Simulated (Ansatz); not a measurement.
Run report: Mo$_{11}$P$_{9}$, molecular dynamics (part 3 of 3)

Mo$_{11}$P$_{9}$ (disordered cell, 20 atoms in the cell); DFT PBE, scalar-relativistic, plane waves, PAW, no spin polarisation (Ansatz 0.2.0); cutoff 320 eV, 1×1×1 k-mesh, Fermi–Dirac smearing of 0.2473 eV. It belongs to a series of runs on one base structure; here: Langevin dynamics at 2870 K from a random packing.

Geometry of the input (Å; fractional positions):
```
6.0950  -0.0854  0.1793
-0.0854  6.7216  0.1704
0.1793  0.1704  6.7464
Mo 0.8155  0.8429  0.1457
Mo 0.7181  0.5421  0.8647
Mo 0.3841  0.6811  0.1458
Mo 0.5666  0.2862  0.1818
Mo 0.0051  0.4383  0.1637
Mo 0.2014  0.0649  0.0609
Mo 0.4890  0.9458  0.4494
Mo 0.6079  0.0491  0.8455
Mo 0.1363  0.5573  0.5448
Mo 0.6779  0.5765  0.4556
Mo 0.8415  0.1972  0.5032
P  0.3181  0.4113  0.8938
P  0.2277  0.2224  0.3989
P  0.1642  0.0406  0.6835
P  0.0156  0.2882  0.8172
P  0.0853  0.9128  0.4063
P  0.0876  0.7187  0.8863
P  0.3976  0.7354  0.7629
P  0.8905  0.8419  0.6624
P  0.4293  0.2993  0.6211
```

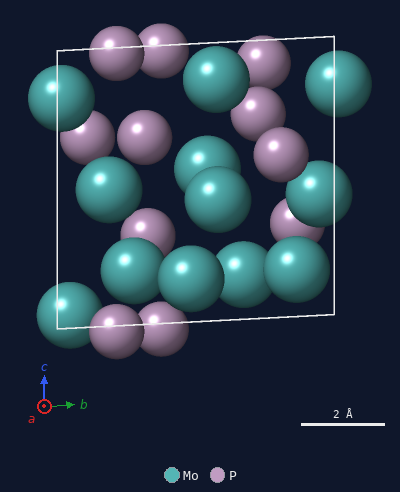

Fig. 1: The geometry at step 18 of the log (spheres-only view of the cell of the calculation, along the a axis).

### Trajectory as extended XYZ, continued
```
20
Lattice="6.0950 -0.0854 0.1793 -0.0854 6.7216 0.1704 0.1793 0.1704 6.7464" Properties=species:S:1:pos:R:3:forces:R:3 step=12 time_fs=36.0 energy=-61314.55943 temperature=3341.7 pressure_GPa=25.95
Mo    4.8868    5.6267    1.4034   -0.7526   1.9961  -0.2669
Mo    4.5834    3.9114    6.0328   -0.2214  -1.0154   1.0476
Mo    2.4580    4.5305    1.3439   -0.3687   1.8016  -0.0034
Mo    3.6287    1.8119    1.5073    3.2626  -1.3327  -2.4696
Mo   -0.0641    3.2054    1.1248   -0.3156  -3.9894   2.4383
Mo    1.3029    0.3579    0.3766   -0.6320   1.8926  -0.8457
Mo    2.9230    6.5296    3.3307   -0.7591  -3.0197  -0.3939
Mo    3.8445    0.3478    5.8156   -2.4884  -2.8797  -0.7627
Mo    0.9039    3.7170    3.7441    1.2103   1.1754   1.0443
Mo    4.1584    3.8485    3.0912    0.2247   1.9019   1.8137
Mo    5.3256    1.2767    3.5008    1.9759  -1.0100   0.0812
P     2.2053    2.9400    6.6306    0.6714  -2.3736  -0.6363
P     1.6511    2.0027    2.3978   -2.6611   0.2136   0.3893
P     1.4684    0.7527    4.7315   -0.1347   1.3837   0.3714
P    -0.6193    1.7084    6.1968    3.4671   0.6876   2.1914
P     0.6945    5.9534    2.6134    0.7562  -0.8532   0.7027
P     0.5936    4.8371    6.4011    1.8195   4.6070  -2.4256
P     2.7280    4.9913    5.4055   -2.3874   0.5615  -1.5286
P     5.2758    5.5141    4.5344   -0.5017   1.5173  -1.3761
P     3.5164    2.3045    4.5262   -2.1652  -1.2649   0.6292
20
Lattice="6.0950 -0.0854 0.1793 -0.0854 6.7216 0.1704 0.1793 0.1704 6.7464" Properties=species:S:1:pos:R:3:forces:R:3 step=13 time_fs=39.0 energy=-61314.81875 temperature=3320.2 pressure_GPa=26.88
Mo    4.8724    5.6373    1.4159   -0.7533   2.1254  -0.4397
Mo    4.5881    3.9216    6.0491   -0.8104  -0.2835   0.5324
Mo    2.4620    4.5258    1.3449   -0.4204   1.7116  -0.2681
Mo    3.6613    1.8109    1.5082    2.5274  -1.5611  -1.6619
Mo   -0.0794    3.2260    1.1192   -0.0623  -4.1884   2.7646
Mo    1.3092    0.3486    0.3798   -0.5655   2.0970  -1.2671
Mo    2.9144    6.5179    3.3205   -0.6372  -2.8673  -0.4011
Mo    3.8371    0.3302    5.7972   -2.5401  -3.3790  -0.8453
Mo    0.9016    3.7108    3.7468    1.2792   1.2801   1.0760
Mo    4.1446    3.8620    3.0946   -0.1108   1.2100   2.0616
Mo    5.3391    1.2775    3.4966    1.7803  -1.1002  -0.0504
P     2.2369    2.8906    6.6690    0.2931  -1.9110  -0.8401
P     1.6526    2.0452    2.3674   -2.2654  -0.0183   0.3537
P     1.4866    0.7727    4.7150   -0.2954   1.5677   0.5899
P    -0.6904    1.7070    6.2696    4.3136   0.6781   1.9075
P     0.7058    5.9453    2.5691    0.6773  -1.0311   1.2080
P     0.5921    4.8579    6.4194    2.0199   4.7787  -2.6461
P     2.6902    4.9852    5.3613   -1.9441   0.1513  -1.2682
P     5.2585    5.4881    4.4828   -0.3351   1.7467  -1.0513
P     3.5630    2.3017    4.5692   -2.1511  -1.0072   0.2461
20
Lattice="6.0950 -0.0854 0.1793 -0.0854 6.7216 0.1704 0.1793 0.1704 6.7464" Properties=species:S:1:pos:R:3:forces:R:3 step=14 time_fs=42.0 energy=-61315.08489 temperature=3720.8 pressure_GPa=28.08
Mo    4.8574    5.6554    1.4242   -0.7185   2.1904  -0.5994
Mo    4.5890    3.9294    6.0593   -1.0779   0.2110   0.1185
Mo    2.4610    4.5199    1.3403   -0.3901   1.5863  -0.4832
Mo    3.6906    1.8102    1.4987    1.3492  -1.6956  -0.1645
Mo   -0.1001    3.2427    1.1163    0.3811  -3.8281   2.5447
Mo    1.3253    0.3366    0.3791   -0.5633   2.1980  -1.5619
Mo    2.9120    6.4961    3.3040   -0.6786  -2.5322  -0.2640
Mo    3.8323    0.3110    5.7759   -2.4967  -3.9427  -0.8937
Mo    0.8994    3.7107    3.7495    1.3272   1.3933   1.1290
Mo    4.1322    3.8706    3.1008   -0.5897   0.3843   2.1607
Mo    5.3560    1.2809    3.4904    1.5037  -1.1725  -0.1458
P     2.2705    2.8355    6.7087   -0.1606  -1.3313  -1.1608
P     1.6432    2.0880    2.3412   -1.6956  -0.3701   0.2880
P     1.4894    0.7918    4.7019   -0.3184   1.6703   0.6292
P    -0.7618    1.6996    6.3455    5.3892   0.6003   1.1493
P     0.7114    5.9392    2.5323    0.5943  -1.1870   1.5758
P     0.6023    4.8957    6.4261    1.8219   4.3463  -2.4435
P     2.6627    4.9752    5.3153   -1.6036  -0.1063  -1.0611
P     5.2386    5.4607    4.4218   -0.1024   2.0443  -0.5515
P     3.5864    2.2782    4.6056   -1.9715  -0.4590  -0.2649
20
Lattice="6.0950 -0.0854 0.1793 -0.0854 6.7216 0.1704 0.1793 0.1704 6.7464" Properties=species:S:1:pos:R:3:forces:R:3 step=15 time_fs=45.0 energy=-61315.24261 temperature=3375.7 pressure_GPa=28.44
Mo    4.8423    5.6824    1.4283   -0.6298   2.1320  -0.7417
Mo    4.5821    3.9401    6.0617   -0.9537   0.3967  -0.0453
Mo    2.4577    4.5169    1.3299   -0.3460   1.4258  -0.6602
Mo    3.7129    1.8145    1.4843    0.1732  -1.7836   1.8924
Mo   -0.1143    3.2501    1.1162    0.8068  -2.7669   1.6821
Mo    1.3414    0.3205    0.3762   -0.5241   2.3230  -1.7439
Mo    2.9140    6.4677    3.2805   -0.9397  -1.9720   0.0345
Mo    3.8276    0.2905    5.7548   -2.4044  -4.2898  -0.9081
Mo    0.8989    3.7161    3.7579    1.3323   1.5060   1.0952
Mo    4.1198    3.8793    3.1108   -1.0476  -0.4912   1.9339
Mo    5.3736    1.2834    3.4870    1.2385  -1.1807  -0.2107
P     2.3147    2.7806    6.7433   -0.7751  -0.6361  -1.6884
P     1.6360    2.1362    2.3124   -1.3063  -0.7367   0.4474
P     1.4735    0.8122    4.6969   -0.1592   1.6840   0.4782
P    -0.8237    1.6841    6.4144    6.6384   0.4192  -0.1172
P     0.7113    5.9321    2.5011    0.5132  -1.3329   1.8669
P     0.6178    4.9530    6.4097    1.2536   3.1626  -1.7340
P     2.6475    4.9694    5.2735   -1.4110  -0.2911  -0.9375
P     5.2083    5.4442    4.3580    0.2979   2.3843   0.0640
P     3.5950    2.2520    4.6303   -1.7587   0.0477  -0.7065
20
Lattice="6.0950 -0.0854 0.1793 -0.0854 6.7216 0.1704 0.1793 0.1704 6.7464" Properties=species:S:1:pos:R:3:forces:R:3 step=16 time_fs=48.0 energy=-61315.18334 temperature=3159.1 pressure_GPa=28.86
Mo    4.8248    5.7119    1.4329   -0.4911   2.0438  -0.8954
Mo    4.5711    3.9449    6.0638   -0.6888   0.5577  -0.1204
Mo    2.4527    4.5151    1.3131   -0.3127   1.2622  -0.7744
Mo    3.7278    1.8244    1.4747   -0.6705  -1.7847   4.0634
Mo   -0.1149    3.2584    1.1187    1.0150  -1.7451   0.8257
Mo    1.3544    0.3099    0.3721   -0.5140   2.4986  -1.7268
Mo    2.9138    6.4391    3.2557   -1.2908  -1.3334   0.2980
Mo    3.8169    0.2626    5.7380   -1.9808  -4.0578  -0.7778
Mo    0.8940    3.7245    3.7710    1.3467   1.5336   0.9119
Mo    4.1128    3.8935    3.1215   -1.5493  -1.5642   1.5209
Mo    5.3874    1.2796    3.4874    1.0587  -1.0963  -0.2257
P     2.3685    2.7334    6.7611   -1.4837   0.0791  -2.3037
P     1.6424    2.1776    2.2926   -1.2992  -0.9214   0.7553
P     1.4535    0.8226    4.6985   -0.0020   1.7001   0.3026
P    -0.8651    1.6666    6.4792    7.6467  -0.1691  -1.8107
P     0.7049    5.9240    2.4751    0.4729  -1.4521   2.0205
P     0.6356    5.0217    6.3842    0.5563   1.8057  -1.0471
P     2.6296    4.9657    5.2306   -1.1263  -0.5107  -0.7860
P     5.1747    5.4388    4.2994    0.8264   2.7845   0.8417
P     3.5936    2.2296    4.6474   -1.5133   0.3699  -1.0723
20
Lattice="6.0950 -0.0854 0.1793 -0.0854 6.7216 0.1704 0.1793 0.1704 6.7464" Properties=species:S:1:pos:R:3:forces:R:3 step=17 time_fs=51.0 energy=-61315.03968 temperature=3389.7 pressure_GPa=29.52
Mo    4.8045    5.7405    1.4346   -0.3082   1.9331  -1.0026
Mo    4.5572    3.9438    6.0692   -0.3760   0.8000  -0.1829
Mo    2.4440    4.5159    1.2949   -0.2533   0.9860  -0.8519
Mo    3.7401    1.8372    1.4711   -1.4519  -1.6823   5.9744
Mo   -0.1114    3.2672    1.1229    1.1113  -0.8630   0.2090
Mo    1.3668    0.3033    0.3680   -0.5484   2.8067  -1.5490
Mo    2.9103    6.4115    3.2272   -1.6110  -0.6532   0.5189
Mo    3.7999    0.2278    5.7218   -1.1152  -3.2512  -0.4044
Mo    0.8886    3.7291    3.7887    1.3329   1.5181   0.6151
Mo    4.1089    3.9084    3.1351   -2.0046  -2.6828   1.0228
Mo    5.4061    1.2737    3.4900    0.7957  -0.9787  -0.1633
P     2.4218    2.6981    6.7620   -2.1104   0.6553  -2.8018
P     1.6501    2.2089    2.2768   -1.3670  -0.9994   1.0539
P     1.4437    0.8272    4.6900    0.0812   1.7572   0.2707
P    -0.8717    1.6485    6.5492    8.1063  -1.2652  -3.7283
P     0.6934    5.9072    2.4515    0.4323  -1.5091   2.0498
P     0.6604    5.0919    6.3605   -0.2263   0.5044  -0.5444
P     2.6022    4.9665    5.1902   -0.6816  -0.7958  -0.6046
P     5.1399    5.4446    4.2541    1.3916   3.1680   1.6152
P     3.5868    2.2109    4.6685   -1.1972   0.5520  -1.4965
20
Lattice="6.0950 -0.0854 0.1793 -0.0854 6.7216 0.1704 0.1793 0.1704 6.7464" Properties=species:S:1:pos:R:3:forces:R:3 step=18 time_fs=54.0 energy=-61314.98411 temperature=3408.7 pressure_GPa=29.71
Mo    4.7886    5.7725    1.4317   -0.2967   1.7145  -1.0956
Mo    4.5386    3.9467    6.0780    0.0338   0.8783  -0.2195
Mo    2.4349    4.5168    1.2698   -0.1767   0.6624  -0.8146
Mo    3.7507    1.8464    1.4706   -2.1178  -1.4703   7.0872
Mo   -0.1069    3.2766    1.1279    0.9684  -0.1261  -0.1987
Mo    1.3732    0.3030    0.3633   -0.5992   3.0057  -1.2458
Mo    2.8988    6.3900    3.1929   -1.8632  -0.1194   0.7053
Mo    3.7795    0.1950    5.6993   -0.2351  -2.5024   0.1871
Mo    0.8865    3.7293    3.8070    1.2567   1.4764   0.3055
Mo    4.1043    3.9197    3.1551   -2.3039  -3.5655   0.4561
Mo    5.4259    1.2675    3.4985    0.5284  -0.8459  -0.1923
P     2.4638    2.6609    6.7446   -2.4414   1.1566  -3.0128
P     1.6449    2.2354    2.2519   -1.1761  -1.1091   1.3585
P     1.4402    0.8349    4.6658    0.1385   1.7985   0.3789
P    -0.8455    1.6243    6.6138    8.0208  -2.2096  -5.0815
P     0.6680    5.8804    2.4323    0.5677  -1.4843   1.9528
P     0.6878    5.1487    6.3358   -0.9436  -0.5193  -0.2010
P     2.5789    4.9693    5.1569   -0.3117  -1.0591  -0.5158
P     5.0993    5.4633    4.2302    1.8727   3.3958   2.1434
P     3.5786    2.1876    4.6901   -0.9210   0.9226  -1.9974
20
Lattice="6.0950 -0.0854 0.1793 -0.0854 6.7216 0.1704 0.1793 0.1704 6.7464" Properties=species:S:1:pos:R:3:forces:R:3 step=19 time_fs=57.0 energy=-61315.22312 temperature=3601.2 pressure_GPa=29.63
Mo    4.7803    5.8079    1.4291   -0.5621   1.3771  -1.2499
Mo    4.5178    3.9580    6.0927    0.4513   0.7900  -0.3212
Mo    2.4244    4.5176    1.2423   -0.1144   0.3395  -0.6954
Mo    3.7532    1.8555    1.4783   -2.0628  -1.4620   6.8994
Mo   -0.1041    3.2831    1.1255    0.6741   0.5040  -0.3815
Mo    1.3758    0.3056    0.3595   -0.6942   2.9484  -0.8188
Mo    2.8812    6.3746    3.1581   -2.0530   0.1942   0.8830
Mo    3.7567    0.1681    5.6717    0.4700  -2.0530   0.7812
Mo    0.8872    3.7244    3.8209    1.1054   1.4272   0.0779
Mo    4.0974    3.9254    3.1801   -2.3193  -4.0681  -0.0952
Mo    5.4423    1.2612    3.5086    0.2892  -0.6725  -0.2328
P     2.4986    2.6218    6.7170   -2.5670   1.5424  -2.9394
P     1.6180    2.2516    2.2285   -0.6541  -1.3250   1.5058
P     1.4457    0.8402    4.6480    0.1372   1.7768   0.4215
P    -0.7926    1.5981    6.6628    6.8983  -2.5653  -5.2548
P     0.6313    5.8405    2.4175    0.9187  -1.3818   1.8265
P     0.7091    5.1838    6.3022   -1.5008  -1.1000   0.1423
P     2.5578    4.9554    5.1290    0.0449  -1.0530  -0.4941
P     5.0513    5.4930    4.2231    2.1836   3.4207   2.3744
P     3.5586    2.1655    4.7036   -0.6447   1.3605  -2.4288
20
Lattice="6.0950 -0.0854 0.1793 -0.0854 6.7216 0.1704 0.1793 0.1704 6.7464" Properties=species:S:1:pos:R:3:forces:R:3 step=20 time_fs=60.0 energy=-61315.60066 temperature=3327.8 pressure_GPa=28.88
Mo    4.7786    5.8403    1.4283   -1.0119   1.0410  -1.4094
Mo    4.4959    3.9697    6.1048    0.9029   0.7946  -0.3280
Mo    2.4086    4.5265    1.2210   -0.0022  -0.1443  -0.6086
Mo    3.7448    1.8634    1.4965   -1.0011  -1.8565   5.8272
Mo   -0.1090    3.2807    1.1173    0.4912   1.1409  -0.3697
Mo    1.3702    0.3031    0.3584   -0.5622   3.0350  -0.5092
Mo    2.8628    6.3641    3.1243   -2.0919   0.3401   1.1218
Mo    3.7371    0.1431    5.6427    0.8876  -1.6249   1.1623
Mo    0.8925    3.7181    3.8364    0.8769   1.2746  -0.2419
Mo    4.0897    3.9252    3.2054   -1.9910  -4.0238  -0.4650
Mo    5.4558    1.2556    3.5147    0.0609  -0.4922  -0.1782
P     2.5446    2.5930    6.6936   -2.9192   1.6391  -2.8095
P     1.5829    2.2543    2.2113   -0.1461  -1.4737   1.5774
P     1.4565    0.8352    4.6339    0.0871   1.7216   0.4313
P    -0.7185    1.5800    6.6915    4.7667  -2.4344  -4.5504
P     0.6010    5.7889    2.3985    1.1985  -1.2800   1.8727
P     0.7262    5.2028    6.2736   -2.0360  -1.4227   0.4866
P     2.5280    4.9257    5.1091    0.6069  -0.7431  -0.4690
P     5.0094    5.5293    4.2320    2.2409   3.1111   2.1878
P     3.5246    2.1595    4.7101   -0.3576   1.3982  -2.7285
20
Lattice="6.0950 -0.0854 0.1793 -0.0854 6.7216 0.1704 0.1793 0.1704 6.7464" Properties=species:S:1:pos:R:3:forces:R:3 step=21 time_fs=63.0 energy=-61315.82734 temperature=3162.5 pressure_GPa=28.41
Mo    4.7777    5.8719    1.4281   -1.4037   0.7093  -1.4791
Mo    4.4776    3.9793    6.1144    1.3826   0.9347  -0.2958
Mo    2.3894    4.5402    1.2026    0.2676  -0.6981  -0.5409
Mo    3.7346    1.8599    1.5168    0.1111  -2.0790   4.6198
Mo   -0.1129    3.2780    1.1168    0.0111   1.6261  -0.5100
Mo    1.3574    0.2950    0.3585   -0.1277   3.3897  -0.2859
Mo    2.8442    6.3606    3.0868   -2.0299   0.3999   1.5052
Mo    3.7262    0.1179    5.6207    0.9444  -1.1851   1.3590
Mo    0.9014    3.7053    3.8484    0.6072   1.0737  -0.5104
Mo    4.0828    3.9268    3.2307   -1.5379  -3.7084  -0.6392
Mo    5.4654    1.2466    3.5186   -0.1216  -0.2673  -0.1015
P     2.5942    2.5773    6.6673   -3.3027   1.4190  -2.4070
P     1.5480    2.2545    2.1886    0.4900  -1.6878   1.7215
P     1.4573    0.8255    4.6261    0.1086   1.6265   0.3774
P    -0.6414    1.5613    6.6964    2.6331  -1.9241  -3.6814
P     0.5798    5.7350    2.3770    1.2940  -1.2065   1.9962
P     0.7420    5.2216    6.2620   -2.5551  -1.7584   0.6470
P     2.4972    4.8970    5.0924    1.2436  -0.3730  -0.4249
P     4.9880    5.5711    4.2491    2.0755   2.4313   1.7289
P     3.4820    2.1558    4.7128   -0.0899   1.2780  -3.0792
20
Lattice="6.0950 -0.0854 0.1793 -0.0854 6.7216 0.1704 0.1793 0.1704 6.7464" Properties=species:S:1:pos:R:3:forces:R:3 step=22 time_fs=66.0 energy=-61315.95037 temperature=3358.7 pressure_GPa=28.49
Mo    4.7661    5.9031    1.4294   -1.2224   0.3394  -1.3754
Mo    4.4699    3.9953    6.1242    1.6556   0.9653  -0.3272
Mo    2.3691    4.5504    1.1861    0.6427  -1.1735  -0.5319
Mo    3.7265    1.8511    1.5373    0.9086  -2.0167   3.4532
Mo   -0.1172    3.2809    1.1223   -0.7699   1.9020  -0.8745
Mo    1.3443    0.2904    0.3583    0.3904   3.5729   0.1138
Mo    2.8286    6.3534    3.0486   -2.0132   0.6171   1.9754
Mo    3.7209    0.0876    5.6065    0.7059  -0.4260   1.5455
Mo    0.9139    3.6827    3.8492    0.3992   0.9369  -0.5163
Mo    4.0767    3.9362    3.2548   -0.9379  -3.3255  -0.6547
Mo    5.4755    1.2391    3.5239   -0.2310   0.0300  -0.0619
P     2.6274    2.5614    6.6436   -3.2695   1.2332  -1.9700
P     1.5186    2.2617    2.1573    1.2377  -2.0802   1.9121
P     1.4455    0.8308    4.6315    0.2673   1.4527   0.2265
P    -0.5670    1.5352    6.6834    0.7443  -1.1367  -2.8851
P     0.5740    5.6784    2.3705    0.8476  -0.9741   1.8117
P     0.7544    5.2497    6.2579   -2.9720  -2.1945   0.6042
P     2.4759    4.8723    5.0802    1.6209  -0.1284  -0.3486
P     4.9744    5.6302    4.2677    1.8883   1.3381   1.0967
P     3.4411    2.1488    4.6982    0.1085   1.0680  -3.1939
20
Lattice="6.0950 -0.0854 0.1793 -0.0854 6.7216 0.1704 0.1793 0.1704 6.7464" Properties=species:S:1:pos:R:3:forces:R:3 step=23 time_fs=69.0 energy=-61315.92373 temperature=3360.8 pressure_GPa=28.65
Mo    4.7426    5.9315    1.4306   -0.4483  -0.0478  -1.0947
Mo    4.4674    4.0167    6.1328    1.6849   0.7514  -0.3470
Mo    2.3508    4.5570    1.1709    1.0681  -1.6205  -0.6301
Mo    3.7164    1.8432    1.5621    1.5999  -1.8513   2.5116
Mo   -0.1230    3.2877    1.1291   -1.4538   1.9266  -1.1799
Mo    1.3262    0.2928    0.3567    1.0727   3.2693   0.6869
Mo    2.8117    6.3428    3.0137   -1.8982   0.8574   2.4098
Mo    3.7150    0.0545    5.5968    0.3040   0.4919   1.8590
Mo    0.9267    3.6589    3.8425    0.2472   0.7922  -0.3021
Mo    4.0728    3.9449    3.2782   -0.3420  -2.9471  -0.6625
Mo    5.4828    1.2316    3.5301   -0.2704   0.4026  -0.0326
P     2.6450    2.5271    6.6341   -2.8672   1.3415  -1.9732
P     1.4996    2.2666    2.1338    1.7170  -2.4139   1.9861
P     1.4279    0.8405    4.6372    0.4435   1.2503   0.1063
P    -0.4919    1.5119    6.6614   -1.1351  -0.2720  -2.2853
P     0.5902    5.6138    2.3829   -0.2821  -0.4378   1.2593
P     0.7593    5.2725    6.2622   -3.1764  -2.5706   0.3825
P     2.4638    4.8474    5.0694    1.6853   0.0505  -0.1359
P     4.9624    5.6898    4.2861    1.8314   0.1675   0.3878
P     3.4004    2.1370    4.6668    0.2203   0.8601  -2.9462
20
Lattice="6.0950 -0.0854 0.1793 -0.0854 6.7216 0.1704 0.1793 0.1704 6.7464" Properties=species:S:1:pos:R:3:forces:R:3 step=24 time_fs=72.0 energy=-61315.60171 temperature=3407.3 pressure_GPa=29.29
Mo    4.7139    5.9576    1.4345    0.4079  -0.3872  -0.8622
Mo    4.4666    4.0386    6.1429    1.6426   0.4417  -0.3651
Mo    2.3329    4.5636    1.1560    1.5584  -2.1218  -0.8168
Mo    3.7106    1.8375    1.5874    1.9078  -1.5966   1.6190
Mo   -0.1283    3.2980    1.1342   -1.7922   1.7341  -1.2306
Mo    1.3060    0.2951    0.3554    2.2087   2.5238   1.3872
Mo    2.7883    6.3363    2.9825   -1.6052   1.0434   2.7996
Mo    3.7109    0.0225    5.5937   -0.0333   1.2815   2.1717
Mo    0.9354    3.6384    3.8292    0.1613   0.6776   0.1531
Mo    4.0701    3.9466    3.3005    0.0555  -2.6752  -0.7677
Mo    5.4867    1.2243    3.5358   -0.2993   0.7849   0.0622
P     2.6537    2.4763    6.6203   -2.2097   1.6190  -1.8934
P     1.4900    2.2631    2.1254    1.8706  -2.5674   1.7877
P     1.4128    0.8424    4.6418    0.5111   1.0053  -0.0298
P    -0.4047    1.4973    6.6418   -3.2855   0.6593  -2.0303
P     0.6192    5.5548    2.4061   -1.6256   0.2241   0.6893
P     0.7556    5.2847    6.2742   -3.1914  -2.8509  -0.0057
P     2.4621    4.8249    5.0599    1.4501   0.1936   0.1376
P     4.9519    5.7327    4.2934    1.8703  -0.6738  -0.1556
P     3.3469    2.1197    4.6268    0.3983   0.6848  -2.6502
```

### Summary

- outcome: finished
- mean temperature over the second half: 3380 K
- trajectory: 24 steps, 72 fs
- ensemble: nvt_langevin
- temperature in the input: 2870.0 K
- time step: 3.0 fs
- electrons treated: 199
- potential energy (free energy of the electrons) (last step): −61315.6017 eV
- Fermi energy (last step): 18.716 eV
- pressure (without the kinetic term) (last step): 25.88 GPa
- largest force (length of the vector) (last step): 4.279 eV/Å
- wall time: 51 s (CPU time 88 s)
- peak memory: 0.44 GiB

The k-point mesh is coarse (a preliminary or cheap run), so energies and forces are approximate. Warnings of the run: the cutoff is below the recommended one; the SCF threshold is loose for the printed forces; the SCF threshold is looser than advised for the printed stress. So short a trajectory is not equilibrated. The logged temperature at the start can lie below the typed one, since it is counted over all degrees of freedom.
